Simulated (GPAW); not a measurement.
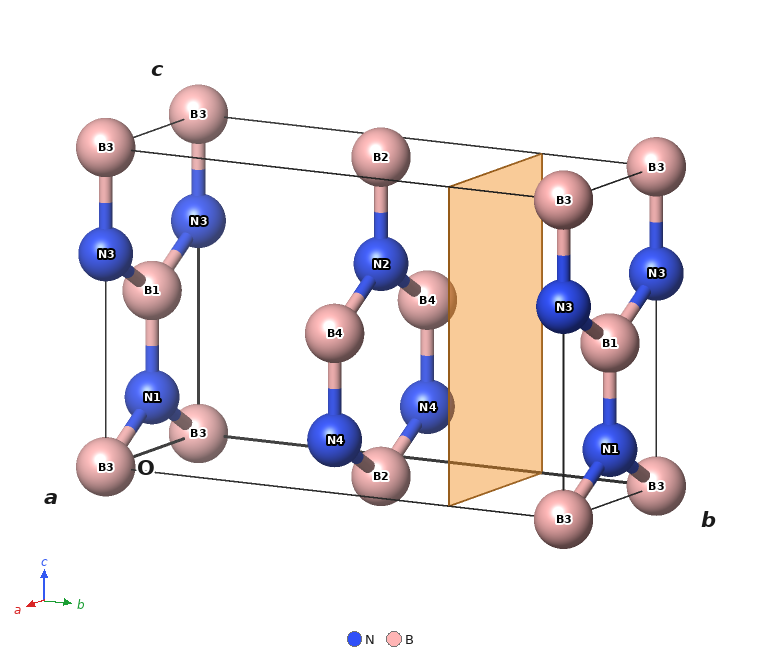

Crystal: BN, a cell listed in the Materials Project, as set up for an electronic-structure calculation. The shaded plane is a symmetry element of the crystal. The drawing is computed from the coordinates (standard cell, symmetry found to 0.002 Å).

a = 2.503 Å, b = 6.991 Å, c = 4.332 Å, α = 90.00°, β = 90.00°, γ = 90.00°.

```tsv
atom	x	y	z
N1	0.5000	0.0000	0.1667
B1	0.5000	0.0000	0.5000
N2	0.5000	0.5000	0.6667
B2	0.5000	0.5000	0.0000
N3	0.0000	0.0000	0.6667
B3	0.0000	0.0000	0.0000
N4	0.0000	0.5000	0.1667
B4	0.0000	0.5000	0.5000
```

### Is it a mirror or a glide plane, and what is the operation?

It is a glide plane with glide vector (1/2, 0, 0) (a double, e, glide plane: the centring adds the glide (0, 0, −1/2)), parallel to (0 1 0), through (1/2, 3/4, 1/2): x, y, z → x+1/2, −y+3/2, z.

### Onto which atom does it carry each atom (up to whole multiples of a, b and c)?

N1 → N4, B1 → B4, N2 → N3, B2 → B3, N3 → N2, B3 → B2, N4 → N1, B4 → B1.

### What is the crystal's space group?

Fmm2 (No. 42).
